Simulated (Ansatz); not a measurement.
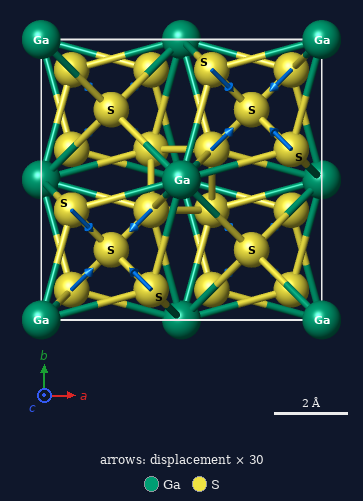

A relaxation of solid GaS₅ (a generated structure, set up in F-43m). The starting structure is drawn; blue arrows show the displacements (the part carried along by the change of the cell is left out), 30 times their true length.

A ball-and-stick model of the conventional cell (4 times the calculation's cell), seen along the c axis. Lengths and directions refer to the drawn axes.

Computed with DFT PBE, scalar-relativistic, plane waves, PAW (Ansatz).

The input:
```yaml
crystal:
  lattice:
    - [0.0, 3.8671303259, 3.8671303259]
    - [3.8671303259, 0.0, 3.8671303259]
    - [3.8671303259, 3.8671303259, 0.0]
  atoms:
    - { symbol: Ga, position: [0.0, 0.0, 0.0] }
    - { symbol: S, position: [0.75, 0.75, 0.75] }
    - { symbol: S, position: [0.3916849171, 0.3916849171, 0.8249452488] }
    - { symbol: S, position: [0.3916849171, 0.8249452488, 0.3916849171] }
    - { symbol: S, position: [0.3916849171, 0.3916849171, 0.3916849171] }
    - { symbol: S, position: [0.8249452488, 0.3916849171, 0.3916849171] }
basis:
  ecutwfc: 420
kpoints:
  mp_grid: { grid: [8, 8, 8] }
hamiltonian:
  xc: pbe
scf:
  occupations: { method: gaussian, width: 0.1 }
output:
  forces: true
  stress: true
  eigenvalues: true
relax:
  adjacent_minimum: "off"
  f_tol: 0.01
  max_steps: 80
  cell: { stress_tol: 0.05 }
```

Launched with:
```bash
ansatz run input.yaml --threads 1 --pin off --max-ram 2560MiB --backend cpu --events-out ev --progress --plain --runs-dir out
```

Which element moves most?

Sulfur: up to 0.035 Å, against 0.000 Å for gallium.

Describe the change and its energy.

The largest moves relative to the cell, 0.035 Å, are those of S3, S4, S5 and S6. S6 goes along [−1 −1 1]. Ga stays in place. The drawn cell changes as follows: a = b = c 7.734 → 7.648 Å (−1.1 %); the volume changes by −3.3 %. Near-neighbour distances that change, for instance: Ga1–S3 3.253 → 3.208 Å, Ga1–S2 3.349 → 3.312 Å, S3–S4 2.369 → 2.400 Å. The space group stays F-43m (No. 216). Over 3 accepted moves (4 points after the start) the energy falls by 23.7 meV per cell of the calculation. Largest force component: 0.13 eV/Å at the start, 0.0021 eV/Å at the end. Pressure: −0.59 GPa at the start and −0.01 GPa at the end. The SCF was repeated once at an unchanged geometry on a basis and grid sized afresh for the cell, which shifted the energy by 0.3 meV per cell of the calculation at most.
